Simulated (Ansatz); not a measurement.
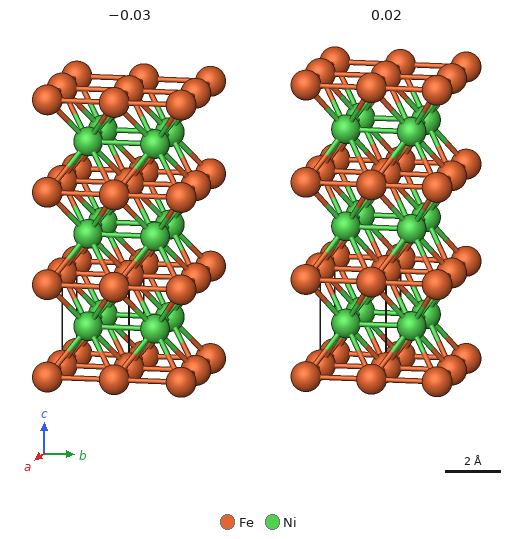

Solid FeNi (set up in P4/mmm), under uniaxial strain along c (a, b relaxed, atoms fixed by symmetry), with energies (extrapolated to zero smearing) counted from the relaxed crystal, which is the row at zero. The picture shows the first and the last member. Style: ball-and-stick. Shown: the cell of the calculation, repeated 2 × 2 × 3 with one cell outlined, slightly off an axis.

Computed with Ansatz 0.2.0: DFT PBEsol, scalar-relativistic, plane waves, PAW. Settings: plane-wave cutoff 420 eV; k-point mesh 16 × 16 × 12; occupations gaussian; smearing width 0.1 eV; collinear spin; force threshold 0.008 eV/Å.

| strain | energy (meV/atom) | a (Å) | c (Å) |
| --- | --- | --- | --- |
| −0.03 | 6.63 | 2.498 | 3.427 |
| −0.02 | ? | ? | ? |
| −0.01 | 0.73 | 2.478 | 3.498 |
| 0.0 | 0.00 | 2.468 | 3.533 |
| 0.01 | 0.73 | 2.459 | 3.568 |
| 0.02 | 2.92 | 2.451 | 3.604 |

Q: Estimate the missing row from the others, and compare with the calculation.

A: A parabola through three neighbouring rows (−0.03, −0.01, 0.0) gives, with Lagrange weights, (0.3333)(6.63) + (1.0000)(0.73) + (−0.3333)(0.00) = 2.94 meV/atom. The calculation gives 2.92 meV/atom (a = 2.488 Å, c = 3.462 Å). The estimate is 0.02 meV/atom too high. From the first member to the last: Fe–Fe 2.498 → 2.451 Å, Ni–Ni 2.498 → 2.451 Å, Fe–Ni 2.461 → 2.500 Å.

The whole series:

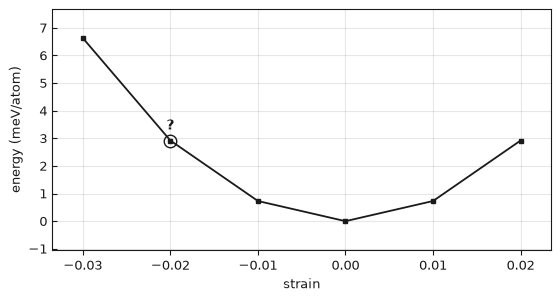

The cells carry a magnetic moment (3.3 to 3.2 μB per cell in all, first to last member); only the order that this cell allows was tried.
